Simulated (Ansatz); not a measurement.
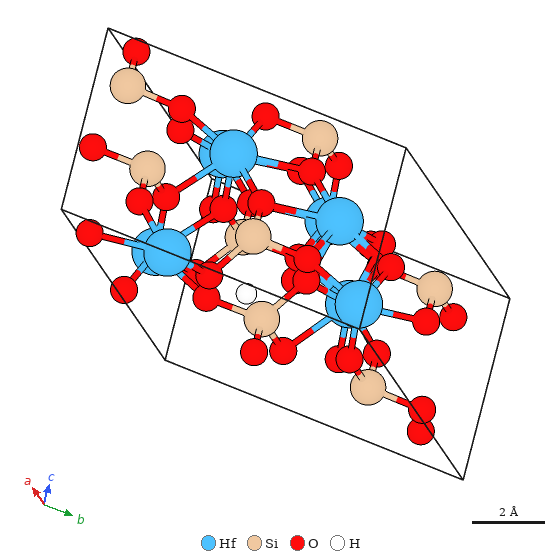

Drawn in the ball-and-stick manner and seen from a general direction. One supercell is framed, with atoms on its boundary repeated. The host is HfSiO4, in a cell of 48 sites, and the cell is neutral.

> Name the defect and give its surroundings.

An interstitial hydrogen atom. It is bonded to no bonds drawn. Not all metal-metal contacts are counted.

The calculation used Ansatz 0.2.0, DFT PBE, scalar-relativistic, plane waves, PAW, with E_cut = 420 eV, k-mesh 2×2×2, Gaussian smearing of 0.01 eV, collinear spins.

> Does a spin moment come with the defect?

Yes, 1.0 μB in the cell.

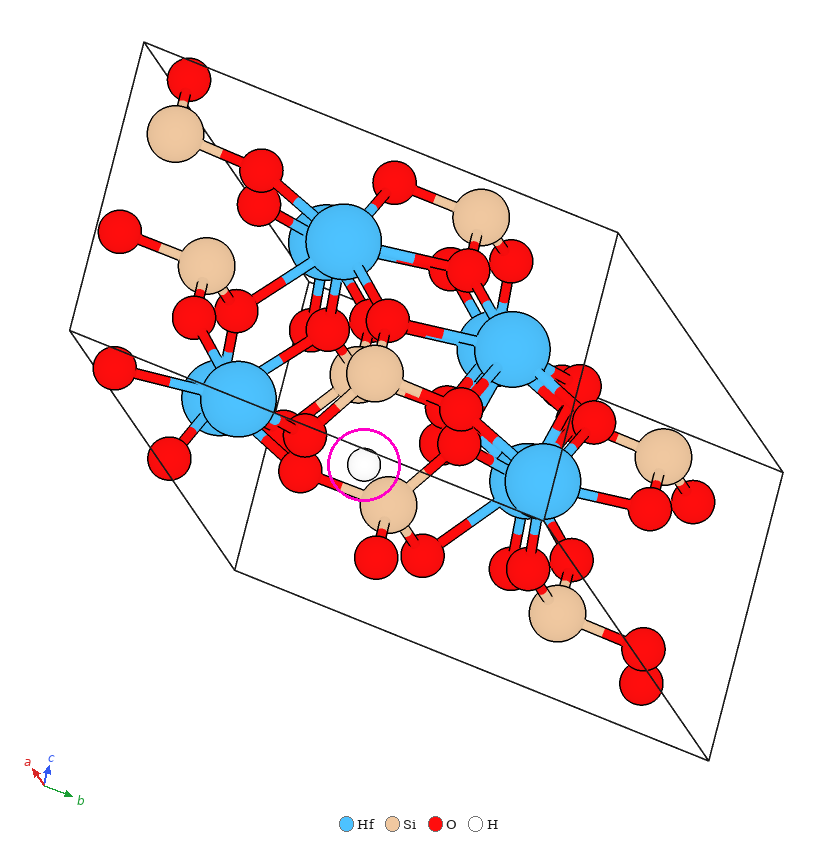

The same cell with a ring at the defect's site.

The atoms were relaxed in the host's cell with DFT PBE, scalar-relativistic, plane waves, PAW in Ansatz.
